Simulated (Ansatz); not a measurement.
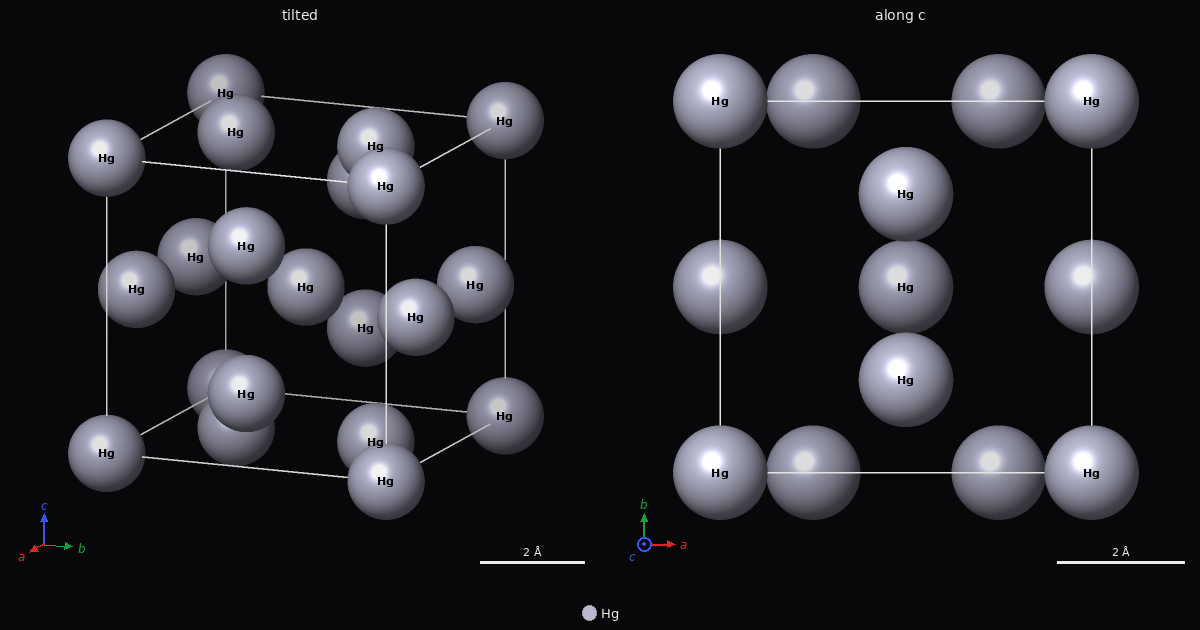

The figure gives a spheres-only picture of the atoms, viewed slightly off an axis and along the c axis. The parallelepiped is the conventional unit cell.

Hg, β-tungsten (A15) type, space group Pm-3n (No. 223), a = 5.855 Å, b = 5.855 Å, c = 5.855 Å, α = 90.00°, β = 90.00°, γ = 90.00°. The initial geometry was a structure listed in the Materials Project. Earlier steps of the study, as a rule a relaxation of our own, may have changed the cell and positions, so they can lie some per cent off the listed ones. It was run through Ansatz as a DFT input.

This one geometry was computed with Ansatz (DFT, plane waves, PAW) at three levels of theory: PBE, PBE with spin-orbit coupling and r2SCAN.

Which level gives the highest pressure at this volume, and what does that say about its equilibrium volume?

Answer. Highest: PBE (2.9 GPa), which points to the largest equilibrium volume. Lowest, with the smallest volume: PBE with spin-orbit coupling (1.3 GPa) and r2SCAN (1.8 GPa). Levels within 0.5 GPa of each other can't be told apart.

How does the band gap change with the level of theory?

Answer. All levels give a metal.

Collect the results in a table.

Answer.
| level | cutoff (eV) | k-mesh of the run's cell | gap (eV) | pressure (GPa) |
| --- | --- | --- | --- | --- |
| PBE | 420 | 4×4×4 | metal | 2.9 |
| PBE with spin-orbit coupling | 420 | 4×4×4 | metal | 1.3 |
| r2SCAN | 500 | 4×4×4 | metal | 1.8 |

Gaps are taken on the k-mesh or band path of each run.
